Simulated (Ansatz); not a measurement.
Bi$_{2}$Te$_{3}$ (slab)

```yaml
crystal:
  lattice:
    - [4.46881, 0.00000, 0.00000]
    - [0.00000, 10.18875, 0.00000]
    - [0.00000, 0.00000, 25.49366]
  atoms:
    - { symbol: Te, position: [0.50000, 0.80836, 0.30213] }
    - { symbol: Te, position: [0.00000, 0.58751, 0.33013] }
    - { symbol: Bi, position: [0.50000, 0.39421, 0.35664] }
    - { symbol: Bi, position: [0.00000, 0.13984, 0.37544] }
    - { symbol: Te, position: [0.50000, 0.93210, 0.39930] }
    - { symbol: Te, position: [0.00000, 0.70153, 0.45056] }
    - { symbol: Te, position: [0.50000, 0.47135, 0.47161] }
    - { symbol: Bi, position: [0.00000, 0.25610, 0.48785] }
    - { symbol: Bi, position: [0.50000, 0.02905, 0.53223] }
    - { symbol: Te, position: [0.00000, 0.82421, 0.55950] }
    - { symbol: Te, position: [0.50000, 0.59186, 0.59500] }
    - { symbol: Te, position: [0.00000, 0.36137, 0.62165] }
    - { symbol: Bi, position: [0.50000, 0.16304, 0.63972] }
    - { symbol: Bi, position: [0.00000, 0.91854, 0.68058] }
    - { symbol: Te, position: [0.50000, 0.72302, 0.69457] }
```

The calculation used DFT PBE, scalar-relativistic, plane waves, PAW in Ansatz 0.2.0.

Question: What can the converged valence pseudo-density and electron localisation function tell about the bonding?

Answer: Te–Te (3.05 Å): ρ is about 0.29 e/Å³ halfway; the ELF peaks at about 0.55 in the valence shell of Te, 1.3 Å from its nucleus, and is about 0.55 at the midpoint.

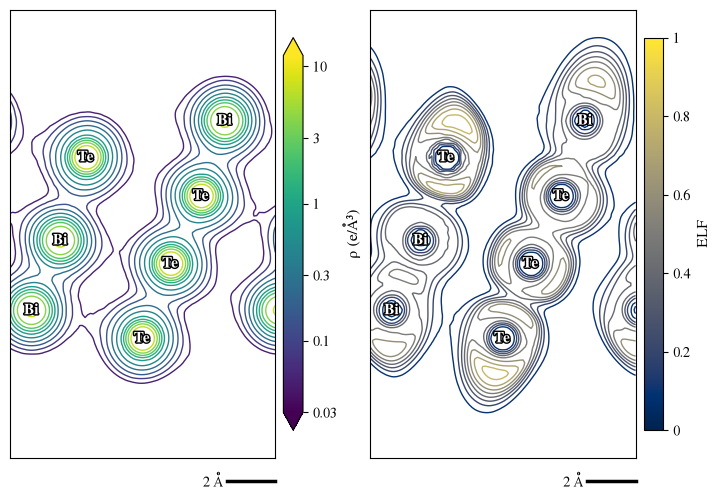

Computed valence pseudo-density and electron localisation function on the (100) plane of the calculation cell, a cut from vacuum to vacuum, in this order. 

The density is the valence pseudo-density of a PAW calculation; it isn't the true density close to the nuclei.
